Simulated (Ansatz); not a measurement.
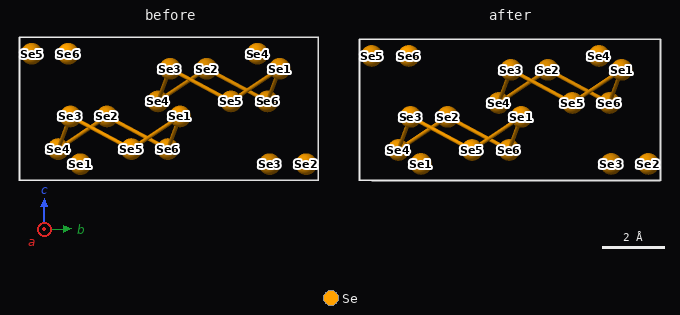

The structure of a crystal of Se (set up in R-3) before (left) and after (right) a relaxation, at one scale.

Style: ball-and-stick. Shown: the conventional cell (3 times the calculation's cell), along the a axis. Lengths and directions refer to the drawn axes.

Case: volume × 0.94, shape and atoms relaxed.

Method: Ansatz, DFT r2SCAN, scalar-relativistic, plane waves, PAW.

Input file:
```yaml
crystal:
  lattice:
    - [5.5956337218, 3.2306406355, 1.5459395016]
    - [-5.5956337218, 3.2306406355, 1.5459395016]
    - [0.0, -6.4612812711, 1.5459395014]
  atoms:
    - { symbol: Se, position: [0.2770513775, 0.1548579199, 0.9103453429] }
    - { symbol: Se, position: [0.9103453429, 0.2770513775, 0.1548579199] }
    - { symbol: Se, position: [0.1548579199, 0.9103453429, 0.2770513775] }
    - { symbol: Se, position: [0.7229486225, 0.8451420801, 0.0896546571] }
    - { symbol: Se, position: [0.0896546571, 0.7229486225, 0.8451420801] }
    - { symbol: Se, position: [0.8451420801, 0.0896546571, 0.7229486225] }
basis:
  ecutwfc: 500
kpoints:
  mp_grid: { grid: [6, 6, 6] }
hamiltonian:
  xc: r2scan
scf:
  occupations: { method: gaussian, width: 0.02 }
output:
  forces: true
  stress: true
  eigenvalues: true
relax:
  adjacent_minimum: "off"
  f_tol: 0.01
  max_steps: 30
  cell: { stress_tol: 0.1, fix: [volume] }
```

Launched with:
```bash
ansatz run input.yaml --threads 1 --pin off --max-ram 2560MiB --backend cpu --events-out ev --progress --plain --runs-dir out
```

Describe what moved and what it gained.

The largest moves relative to the cell, 0.016 Å, are those of Se1, Se2, Se3, Se4, Se5 and Se6. Se1 goes roughly along [1 1 3]. The drawn cell changes at constant volume: a = b 11.191 → 11.269 Å (+0.7 %), c 4.638 → 4.574 Å (−1.4 %). Among the contacts that change: Se1–Se5 2.342 → 2.368 Å. The space group stays R-3 (No. 148). After 3 accepted moves (4 points after the start) the energy has fallen by 23.7 meV per cell of the calculation. Largest force component: 0.25 eV/Å at the start, 0.0057 eV/Å at the end. Pressure: 2.06 GPa at the start and 0.63 GPa at the end. The SCF was repeated once at an unchanged geometry on a basis and grid sized afresh for the cell, which shifted the energy by less than 0.05 meV per cell of the calculation at most. The run took 2.7 min on 1 thread of Intel(R) Xeon(R) Platinum 8375C CPU @ 2.90GHz (Ice Lake), on a shared host, peak memory 1.2 GiB.
